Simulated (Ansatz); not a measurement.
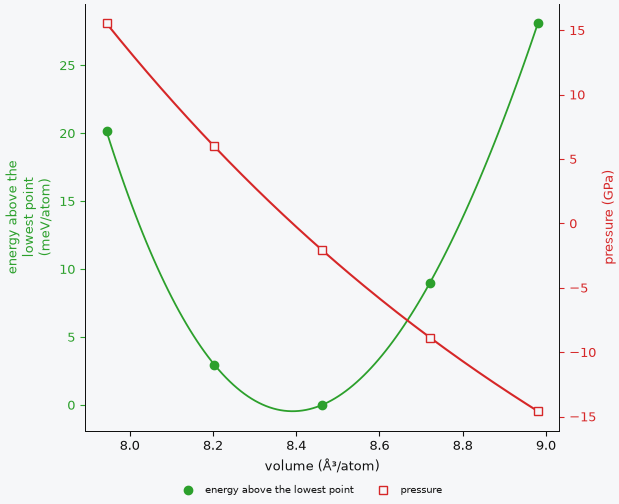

The plot gives the computed energy above the lowest point and pressure against volume for CoO, space group Fm-3m (No. 225) (one of a set of cubic test structures, which need not be the stable phase).

How it was computed, with Ansatz 0.2.0 development build: equation of state of a cubic crystal from periodic Kohn-Sham density functional theory without spin, third-order Birch-Murnaghan fit to the free energies; pressure corrected for the finite basis. Level: r2SCAN.

```csv
setting,value
structure type,rock salt
atoms in cell,2
space group number,225
lattice centring,face-centred primitive
k mesh,14×14×14
occupation method,Fermi–Dirac
occupation width,0.1 eV
wave cutoff,500 eV
datasets,soft-1 PAW
density tolerance,1e-07 eV
bands,16
density cutoff ratio,4
search for lower states,default
```

**What equilibrium volume and bulk modulus follow from the curve?**

A third-order Birch–Murnaghan fit gives V0 = 8.39 Å³/atom, B0 = 251 GPa and B′ = 4.6.

**Read off the course of the pressure.**

It falls from 15.5 GPa at volume 7.9444 Å³/atom to −14.6 GPa at 8.9806 Å³/atom, and changes sign near 8.40 Å³/atom.

Caveats: known magnet treated without spin, far from its ground state; modest k-mesh, values are not fully converged in k.
